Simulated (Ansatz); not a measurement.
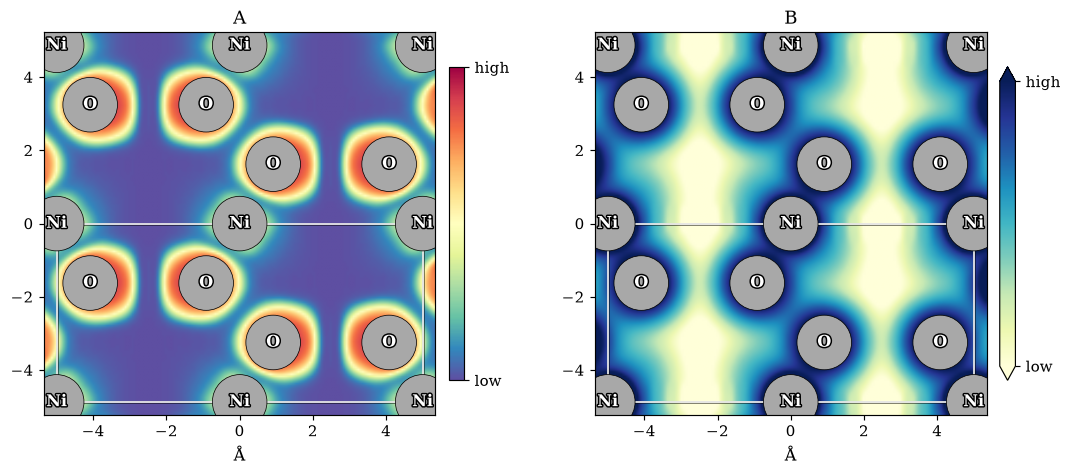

NiO2: 2 fields on the (110) plane of the conventional cell, with unlabelled colour scales. Grey discs cover the atomic cores.

Space group P6₃/mmc; a structure from a database of computed crystals, not necessarily the ambient phase; computed pressure about −2 GPa in this cell; computed without spin polarisation.

Level of theory: DFT r2SCAN, scalar-relativistic, plane waves, PAW in Ansatz 0.2.0.

> Match the panels to the quantities (electron localisation function and valence pseudo-density).

Panel A: electron localisation function. Panel B: valence pseudo-density. From the grid: Ni–O (1.86 Å): ρ at the midpoint is about 0.84 e/Å³; the ELF peaks at about 0.85 in the valence shell of O, 0.7 Å from its nucleus, and is about 0.30 at the midpoint.
